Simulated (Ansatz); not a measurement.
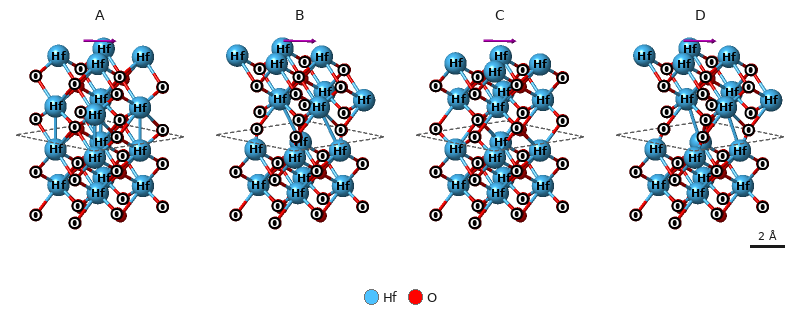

A crystal of HfO2 (P4_2/nmc): the crystal above a cut along the (0 0 1) plane of the conventional cell (between a plane of Hf below and one of O above, 1.02 Å apart) is slid rigidly by fractions of an in-plane lattice vector 5.10 Å long (a generalised stacking fault). One cut stands in each cell, which starts 10.5 Å high; nothing is relaxed, and the dashed outline marks the cut, the arrow on top the direction of slip. A ball-and-stick model of the layers on both sides of the cut, seen from the side, nearly along the cut plane.

The calculation used DFT PBE, scalar-relativistic, plane waves, PAW in Ansatz. Set-up: plane-wave cutoff 420 eV; k-point mesh 6 × 6 × 2; occupations gaussian; smearing width 0.05 eV; no spin polarisation. Energies (free energies at the smearing named) are counted from the relaxed crystal.

Order these geometries by energy, lowest first.

Lowest first: C (the slip 0.00, 0 mJ/m²), B (the slip 0.25, 4696 mJ/m²), D (the slip 0.333, 5247 mJ/m²), A (the slip 0.50, 5546 mJ/m²). Over the whole scan: the curve starts and ends at zero, since a full lattice vector restores the crystal. Its highest computed point is 5546 mJ/m² at slip 0.50, which the unstable stacking-fault energy of this rigid path equals or slightly exceeds. No local minimum shows among the points, so there is no metastable fault on this line. The path is symmetric about half-way. Relaxation across the fault would lower the values.
